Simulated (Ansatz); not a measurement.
Geometry relaxation of GaAs

The run: geometry relaxation of GaAs (F-43m, 2 atoms in the cell). Method and program: DFT PBE+D3(BJ), scalar-relativistic, plane waves, PAW, no spin polarisation (Ansatz 0.2.0).

The structure derives from an entry of the Crystallography Open Database. Figures and captions count atoms from 1; the log counts them from 0 in places.

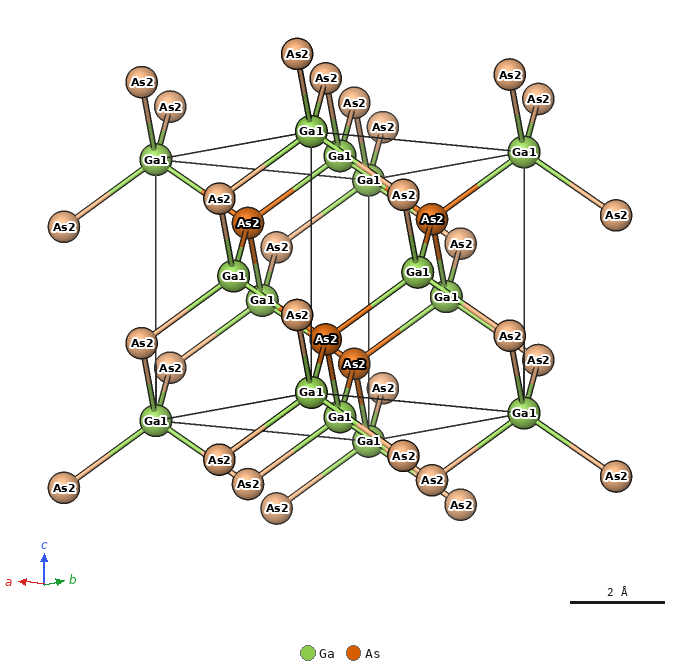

*The input geometry (ball-and-stick view of the cell 4 times as large as that of the calculation, set on its symmetry axes, seen at an oblique angle; neighbours outside the cell are drawn fainter; atoms are numbered from 1 in the order of the input). An atom can appear more than once, as a periodic image.*

Near neighbours in the periodic cell (some may lie outside the picture): Ga has 4 As at 2.45 Å; As has 4 Ga at 2.45 Å.

**Summary**

- outcome: converged
- space group (tolerance 0.01 Å): F-43m (216)
- electrons treated: 28
- free energy: −8640.4899 eV
- Fermi energy: 8.239 eV
- gap on the k-point mesh: 0.43 eV
- pressure: 0.00 GPa
- final volume: 45.71 Å³
- largest force (length of the vector) at the end: under 0.001 eV/Å
- final cell: a = 4.013 Å, b = 4.013 Å, c = 4.013 Å, α = 60.00°, β = 60.00°, γ = 60.00°
- hardware: 4 threads of Arm Neoverse V2, 24 GiB of memory available, shared host
- wall time: 6.7 s (CPU time 24 s)
- peak memory: 0.4 GiB

**Input file**
```yaml
crystal:
  lattice:
    - [0.0, 2.82685, 2.82685]
    - [2.82685, 0.0, 2.82685]
    - [2.82685, 2.82685, 0.0]
  atoms:
    - { symbol: Ga, position: [0.0, 0.0, 0.0] }
    - { symbol: As, position: [0.75, 0.75, 0.75] }
basis:
  ecutwfc: 420
kpoints:
  mp_grid: { grid: [12, 12, 12] }
hamiltonian:
  xc: pbe
  dispersion: d3bj
scf:
  occupations: { method: gaussian, width: 0.02 }
output:
  forces: true
  stress: true
  eigenvalues: true
relax:
  adjacent_minimum: "off"
  f_tol: 0.005
  max_steps: 80
  cell: { stress_tol: 0.05 }
```

Launch command:
```bash
ansatz run input.yaml --threads 4 --pin off --max-ram 10240MiB --backend cpu --events-out ev --progress --plain --runs-dir out
```

**The program's output**
```
Engine: ansatz 0.2.0, aarch64-unknown-linux-gnu
Pseudopotentials: kind: paw
Pseudopotential: Ga, paw, valence charge 13, recommended cutoff 420 eV (normal), Ga.paw.azcp
Pseudopotential: As, paw, valence charge 15, recommended cutoff 420 eV (normal), As.paw.azcp
Functional definition: PBE
  parameter kappa = 0.804
  parameter beta = 0.06672455060314922
  exchange = pbe_x(kappa = kappa, mu = beta*pi^2/3)
  correlation = pbe_c(beta = beta)
Crystal: 2 atoms, lattice volume = 45.179 Å³
Basis set: ecut = 420 eV, 893 PW (Γ), exchange–correlation on 54×54×54 points (8 copies of the dense FFT grid, shifted against one another)
Bands: 18, of which v1, the nominal top of the filled ones, is band 14 counted from 1 (13 counted from 0)
Symmetry: 24 space group operations
Space group: F-43m (ITA 216), of the structure as read, at distance tolerance 3.6e-5 Å
k-points: 72 of 1728 (time reversal used)
Non-local potential: Ga, projectors of the file, l = 0: 2, l = 1: 2, l = 2: 3, l = 3: 1
Non-local potential: As, projectors of the file, l = 0: 2, l = 1: 2, l = 2: 3, l = 3: 1
PAW form: soft (Blöchl's): semilocal exchange-correlation on the pseudo side does not see the compensation charge
PAW one-centre angular grid: Ga, 590 points (default); XC on 64 Gauss nodes
PAW one-centre angular grid: As, 590 points (default); XC on 64 Gauss nodes
Initial density: superposition of atomic densities (neutral atoms: chi_scale 0, normalization atom), corrected by the library's trained network
Initial wavefunctions: pseudopotential atomic-orbital guess
Functional: x = pbe(κ = 0.804, μ = 0.2195149727645171), c = pbe(β = 0.06672455060314922)
SCF iter   1: F=—  HF=-8640.489563 eV  |F-HF|=—  |Δ(HF+E_count)|=         —  Δρ=1.88e-3  dr2=2.70e-3  ethr=1.77e-3  ⟨swp⟩=6.0  Hψ=6087  notcnv=0
preconditioner: auto → none  [insulator: Δε(μ)=0.507 eV  Ē_g=15.488 eV  σ=0.020 eV  W_gap=1.00  n_scr=14 (ndim 8)  ℏωp=23.4 eV  f_vac=0.086  D(μ)=0.00/eV (n_scr^D=0)  ε∞_Penn≈3.3]
SCF iter   2: F=—  HF=-8640.488600 eV  |F-HF|=—  |Δ(HF+E_count)|=   9.62e-4  Δρ=9.00e-4  dr2=3.15e-4  ethr=9.66e-6  ⟨swp⟩=2.0  Hψ=2808  notcnv=0
SCF iter   3: F=—  HF=-8640.488526 eV  |F-HF|=—  |Δ(HF+E_count)|=   7.44e-5  Δρ=2.76e-4  dr2=4.02e-5  ethr=1.13e-6  ⟨swp⟩=2.0  Hψ=2116  notcnv=0
SCF iter   4: F=—  HF=-8640.488545 eV  |F-HF|=—  |Δ(HF+E_count)|=   1.87e-5  Δρ=1.43e-4  dr2=1.23e-5  ethr=1.44e-7  ⟨swp⟩=2.0  Hψ=1857  notcnv=0
SCF iter   5: F=—  HF=-8640.488552 eV  |F-HF|=—  |Δ(HF+E_count)|=   7.41e-6  Δρ=3.96e-5  dr2=7.65e-7  ethr=4.39e-8  ⟨swp⟩=2.0  Hψ=1584  notcnv=0
SCF iter   6: F=-8640.488553 eV  HF=-8640.488553 eV  |F-HF|=4.83e-9  |Δ(HF+E_count)|=   5.19e-7  Δρ=6.28e-6  dr2=2.39e-8  ethr=3.57e-10  ⟨swp⟩=5.4  Hψ=5916  notcnv=0
SCF 1 converged in 6 iterations: F = -8640.488553 eV  dr2 = 2.39e-8
  greatest PAW one-centre occupation: 0.999 electrons in one spin orbital (limit 2), on the As atom at site 1 (counted from 0), in its partial waves of l = 2
relax step   1: F+E_penalty+E_count = -8640.48855273 eV  Δ(F+E_penalty+E_count) = +0.000e0 eV  max|allowed force component| = 1.110e-16 eV/Å  Δτ_max = 0.0000 Å  P = +0.816 GPa  Ω = 45.179 Å³  (6 SCF iters, dr2 threshold 1.00e-7 eV, accepted)
Crystal: 2 atoms, lattice volume = 45.613 Å³
Initial density: handed on by an earlier stage of this run
Initial wavefunctions: those handed on with the density
iter 1 solved again at ethr=2.83e-7 eV; its pass at ethr=3.10e-3 eV (dr2=7.94e-5 eV) is discarded
SCF iter   1: F=—  HF=-8640.489754 eV  |F-HF|=—  |Δ(HF+E_count)|=         —  Δρ=3.63e-4  dr2=7.48e-5  ethr=2.83e-7  ⟨swp⟩=2.0  Hψ=7293  notcnv=0
preconditioner: auto → none  [insulator: Δε(μ)=0.445 eV  Ē_g=15.427 eV  σ=0.020 eV  W_gap=1.00  n_scr=14 (ndim 8)  ℏωp=23.3 eV  f_vac=0.083  D(μ)=0.00/eV (n_scr^D=0)  ε∞_Penn≈3.3]
SCF iter   2: F=—  HF=-8640.489753 eV  |F-HF|=—  |Δ(HF+E_count)|=   8.77e-7  Δρ=1.74e-4  dr2=1.40e-5  ethr=2.67e-7  ⟨swp⟩=2.0  Hψ=1494  notcnv=0
SCF iter   3: F=—  HF=-8640.489757 eV  |F-HF|=—  |Δ(HF+E_count)|=   4.19e-6  Δρ=3.39e-5  dr2=8.28e-7  ethr=5.00e-8  ⟨swp⟩=3.0  Hψ=2089  notcnv=0
SCF iter   4: F=-8640.489757 eV  HF=-8640.489757 eV  |F-HF|=3.20e-8  |Δ(HF+E_count)|=   1.95e-7  Δρ=1.15e-5  dr2=3.47e-8  ethr=7.14e-10  ⟨swp⟩=5.7  Hψ=6088  notcnv=0
SCF 2 converged in 4 iterations: F = -8640.489757 eV  dr2 = 3.47e-8
relax step   2: F+E_penalty+E_count = -8640.48975700 eV  Δ(F+E_penalty+E_count) = -1.204e-3 eV  max|allowed force component| = 2.971e-17 eV/Å  Δτ_max = 0.0000 Å  P = +0.147 GPa  Ω = 45.613 Å³  energy of the carried Pulay correction = -9.194e-5 eV  (4 SCF iters, dr2 threshold 2.00e-7 eV, accepted)
Crystal: 2 atoms, lattice volume = 45.710 Å³
iter 1 solved again at ethr=1.35e-8 eV; its pass at ethr=3.10e-3 eV (dr2=3.79e-6 eV) is discarded
SCF iter   1: F=—  HF=-8640.489783 eV  |F-HF|=—  |Δ(HF+E_count)|=         —  Δρ=8.16e-5  dr2=3.63e-6  ethr=1.35e-8  ⟨swp⟩=2.0  Hψ=7153  notcnv=0
preconditioner: auto → none  [insulator: Δε(μ)=0.429 eV  Ē_g=15.418 eV  σ=0.020 eV  W_gap=1.00  n_scr=14 (ndim 8)  ℏωp=23.3 eV  f_vac=0.081  D(μ)=0.00/eV (n_scr^D=0)  ε∞_Penn≈3.3]
SCF iter   2: F=—  HF=-8640.489782 eV  |F-HF|=—  |Δ(HF+E_count)|=   8.72e-7  Δρ=4.05e-5  dr2=7.40e-7  ethr=1.30e-8  ⟨swp⟩=2.0  Hψ=1517  notcnv=0
SCF iter   3: F=-8640.489782 eV  HF=-8640.489782 eV  |F-HF|=4.05e-8  |Δ(HF+E_count)|=   3.50e-7  Δρ=8.29e-6  dr2=3.07e-8  ethr=1.94e-10  ⟨swp⟩=3.0  Hψ=5453  notcnv=0
SCF 3 converged in 3 iterations: F = -8640.489782 eV  dr2 = 3.07e-8
relax step   3: F+E_penalty+E_count = -8640.48978223 eV  Δ(F+E_penalty+E_count) = -2.523e-5 eV  max|allowed force component| = 3.824e-17 eV/Å  Δτ_max = 0.0000 Å  P = +0.004 GPa  Ω = 45.710 Å³  energy of the carried Pulay correction = -1.123e-4 eV  (3 SCF iters, dr2 threshold 5.42e-8 eV, accepted)
Initial wavefunctions: pseudopotential atomic-orbital guess (no wavefunctions were taken with the density)
iter 1 solved again at ethr=2.81e-7 eV; its pass at ethr=3.10e-3 eV (dr2=7.86e-5 eV) is discarded
SCF iter   1: F=—  HF=-8640.489893 eV  |F-HF|=—  |Δ(HF+E_count)|=         —  Δρ=9.31e-6  dr2=2.88e-8  ethr=2.81e-7  ⟨swp⟩=3.0  Hψ=9154  notcnv=0
eigensolver tolerance schedule: the retry pair's looser diagonalisation over-reported the residual by 2729.41 of it (diagonalisation noise at 0.33 of the residual, at the tolerance the schedule requests for it); recorded, not acted on — ethr = c·dr2/N_el stays at c = 1.0e-1
preconditioner: auto → none  [insulator: Δε(μ)=0.429 eV  Ē_g=15.419 eV  σ=0.020 eV  W_gap=1.00  n_scr=14 (ndim 8)  ℏωp=23.3 eV  f_vac=0.079  D(μ)=0.00/eV (n_scr^D=0)  ε∞_Penn≈3.3]
SCF iter   2: F=—  HF=-8640.489893 eV  |F-HF|=—  |Δ(HF+E_count)|=   4.65e-7  Δρ=1.16e-5  dr2=3.04e-8  ethr=1.03e-10  ⟨swp⟩=2.0  Hψ=2304  notcnv=0
SCF iter   3: F=—  HF=-8640.489893 eV  |F-HF|=—  |Δ(HF+E_count)|=   4.47e-9  Δρ=3.23e-6  dr2=2.45e-9  ethr=1.03e-10  ⟨swp⟩=2.0  Hψ=1844  notcnv=0
SCF iter   4: F=—  HF=-8640.489893 eV  |F-HF|=—  |Δ(HF+E_count)|=   2.78e-9  Δρ=1.22e-6  dr2=8.84e-10  ethr=8.77e-12  ⟨swp⟩=2.0  Hψ=1944  notcnv=0
SCF iter   5: F=—  HF=-8640.489893 eV  |F-HF|=—  |Δ(HF+E_count)|=  3.86e-10  Δρ=1.73e-7  dr2=2.03e-11  ethr=3.16e-12  ⟨swp⟩=2.0  Hψ=2304  notcnv=0
SCF iter   6: F=-8640.489893 eV  HF=-8640.489893 eV  |F-HF|=1.82e-12  |Δ(HF+E_count)|=  2.00e-11  Δρ=3.66e-8  dr2=3.51e-13  ethr=1.00e-12  ⟨swp⟩=5.0  Hψ=5468  notcnv=0
SCF 4 converged in 6 iterations: F = -8640.489893 eV  dr2 = 3.51e-13
relax step   4: F+E_penalty+E_count = -8640.48989284 eV  Δ(F+E_penalty+E_count) = -1.106e-4 eV  max|allowed force component| = 3.433e-17 eV/Å  Δτ_max = 0.0000 Å  P = +0.004 GPa  Ω = 45.710 Å³  stress off target by 3.97e-3 GPa  SCF on the basis re-selected at this cell (its energy is not comparable with the rows above)  (6 SCF iters)
```

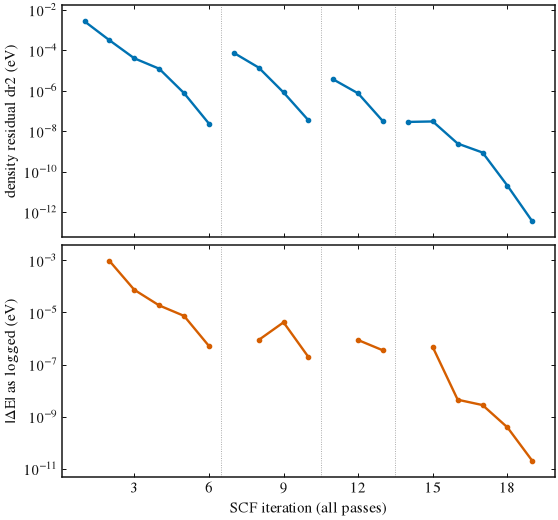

*Convergence of the self-consistent field: density residual dr2 and size of the energy change against the SCF iteration. The dotted lines part the SCF passes of the relaxation: geometry steps, rejected trials and re-solves on a re-selected basis.*

The passes take 6, 4, 3 and 6 iterations.

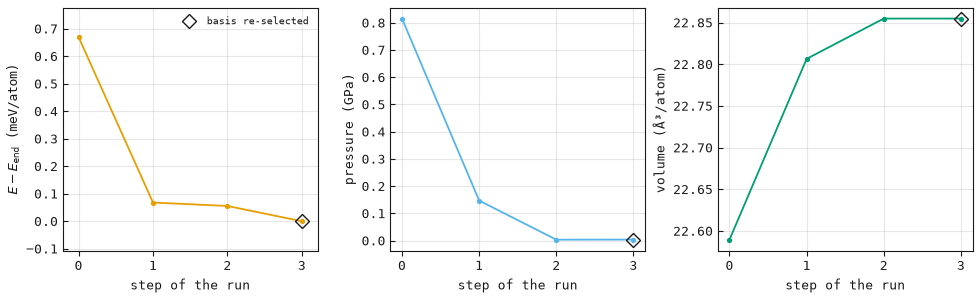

*Progress of the relaxation, step by step (the first geometry is step 0 here and step 1 in the log).*

No atom moves by more than 0.005 Å relative to the cell. Over 2 geometry steps the energy falls by 0.6 meV per atom. All forces vanish by symmetry, so only the cell relaxes. The pressure goes from 0.82 to 0.00 GPa. A last SCF at the same geometry on a re-selected plane-wave basis shifts the energy by −0.1 meV per atom.

```
basis re-selected at this cell: Δ(F+E_penalty+E_count) = -1.106e-4 eV, ΔP = +0.000 GPa vs the last step (what re-selecting the basis moved, of the pressure what is left beyond the Pulay correction that the steps carried, after the strain that the cell walked since its last selection, with what the two solves' SCF thresholds leave and, on support functions, any second-order correction that the steps lacked; it is no measure of the basis error at this ecutwfc). This SCF's stress stands 3.97e-3 GPa from its target on what of the cell is left free (relax.cell.stress_tol is 5.00e-2 GPa) and its largest allowed force component is 3.43e-17 eV/Å (relax.f_tol is 5.00e-3 eV/Å): within both
SCF converged after 6 iterations
Free energy (F): -8640.489893 eV
Harris-Foulkes:  -8640.489893 eV  (|F-HF|=1.82e-12)
Internal energy: -8640.489893 eV  (E = F + TS)
E sigma→0 (E₀):  -8640.489893 eV
Fermi energy:    8.238932 eV
--- Per-component energies (eV) ---
  E_band       = -315.789754
  E_kinetic    = 219.153680
  E_local      = -3932.413512  (includes V_loc(G=0)·N_el)
  E_nonlocal   = -245.802687
  E_hartree    = 1980.074306
  E_xc         = -148.344688
  E_vxc        = -137.321457  (∫ρ·V_xc dr)
  E_paw        = -3824.268211  (= ΣΔE_a)
  E_vpaw       = -179.554249  (= ΣTr[D̂ρ^β])
  E_aug_tail   = -0.000121  (compensation charges beyond the density's cutoff)
  E_ewald      = -2688.246918
  E_disp       = -0.641742  (pairwise vdW)
  E_smearing   = -0.000000  (= −TS)
  E_closure    = 0.000000  (closes the sum)
  Σ components = -8640.489893   (vs F -8640.489893, Δ=0.00e0)
--- Forces (eV/Å), atoms counted from 1 ---
  atom   1  Ga    -0.00000000     0.00000000     0.00000000
  atom   2  As     0.00000000    -0.00000000    -0.00000000
  max |Σ_I F_I| component: 6.09e-17 eV/Å
--- Stress (GPa, compression-positive) ---
        0.003971       0.000000       0.000000
        0.000000       0.003971       0.000000
        0.000000       0.000000       0.003971
  P = ⅓ Tr σ = 0.0040 GPa (0.040 kbar)
--- Band table (eV; the first three rows and the last of 72) ---
  k-point 0: bands = ["-27.1003", "-27.1003", "-27.1003", "-27.0910", "-27.0910", "-6.7353", "-6.7353", "-6.7353", "-6.6591", "-6.6591", "-4.6203", "8.0239", "8.0239", "8.0239", "8.4530", "11.7617", "11.7617", "11.7617"]
  k-point 1: bands = ["-27.1003", "-27.1003", "-27.1003", "-27.0910", "-27.0910", "-6.7413", "-6.7337", "-6.7337", "-6.6592", "-6.6592", "-4.5398", "6.7971", "7.9128", "7.9128", "9.3192", "11.9088", "11.9277", "11.9277"]
  k-point 2: bands = ["-27.1003", "-27.1001", "-27.1001", "-27.0910", "-27.0910", "-6.7571", "-6.7295", "-6.7295", "-6.6593", "-6.6593", "-4.3053", "5.3184", "7.6510", "7.6510", "9.6114", "12.3005", "12.3005", "12.6734"]
  k-point 71: bands = ["-27.1001", "-27.0997", "-27.0986", "-27.0911", "-27.0904", "-6.8315", "-6.7048", "-6.6925", "-6.6693", "-6.6556", "-2.1166", "1.4509", "4.5485", "4.7414", "12.5929", "12.7425", "13.4035", "14.0691"]
--- Relaxed structure (3 steps of the walk, 3 accepted, 1 SCFs on fresh bases) ---
  F+E_penalty+E_count = -8640.48989284 eV   max|allowed force component| = 3.433e-17 eV/Å   (the final SCF, on the basis selected at the relaxed cell)
  cell:  # Å, volume = 45.7097 Å³
    - [9.935975464146399e-34, 2.8378712508579587, 2.8378712508579587]
    - [2.8378712508579587, 4.687742270263943e-33, 2.8378712508579587]
    - [2.8378712508579587, 2.8378712508579587, 4.305589367796773e-33]
  atoms:
    - { symbol: Ga, position: [9.282698230283209e-34, -9.566572793900434e-34, -7.2388013722392e-34] }
    - { symbol: As, position: [0.75, 0.75, 0.75] }
```

**Trajectory as extended XYZ (Å, eV, eV/Å), 4 frames, from step=1 to step=4**
```
2
Lattice="0.0000 2.8268 2.8268 2.8268 0.0000 2.8268 2.8268 2.8268 0.0000" Properties=species:S:1:pos:R:3:forces:R:3 step=1 energy=-8640.48855 pressure_GPa=0.82
Ga    0.0000    0.0000    0.0000    0.0000   0.0000   0.0000
As    4.2403    4.2403    4.2403    0.0000   0.0000   0.0000
2
Lattice="0.0000 2.8359 2.8359 2.8359 0.0000 2.8359 2.8359 2.8359 0.0000" Properties=species:S:1:pos:R:3:forces:R:3 step=2 energy=-8640.48976 pressure_GPa=0.15
Ga    0.0000    0.0000    0.0000    0.0000   0.0000   0.0000
As    4.2538    4.2538    4.2538    0.0000   0.0000   0.0000
2
Lattice="0.0000 2.8379 2.8379 2.8379 0.0000 2.8379 2.8379 2.8379 0.0000" Properties=species:S:1:pos:R:3:forces:R:3 step=3 energy=-8640.48978 pressure_GPa=0.00
Ga    0.0000    0.0000    0.0000    0.0000   0.0000   0.0000
As    4.2568    4.2568    4.2568    0.0000   0.0000   0.0000
2
Lattice="0.0000 2.8379 2.8379 2.8379 0.0000 2.8379 2.8379 2.8379 0.0000" Properties=species:S:1:pos:R:3:forces:R:3 step=4 energy=-8640.48989 pressure_GPa=0.00
Ga    0.0000    0.0000    0.0000    0.0000   0.0000   0.0000
As    4.2568    4.2568    4.2568    0.0000   0.0000   0.0000
```
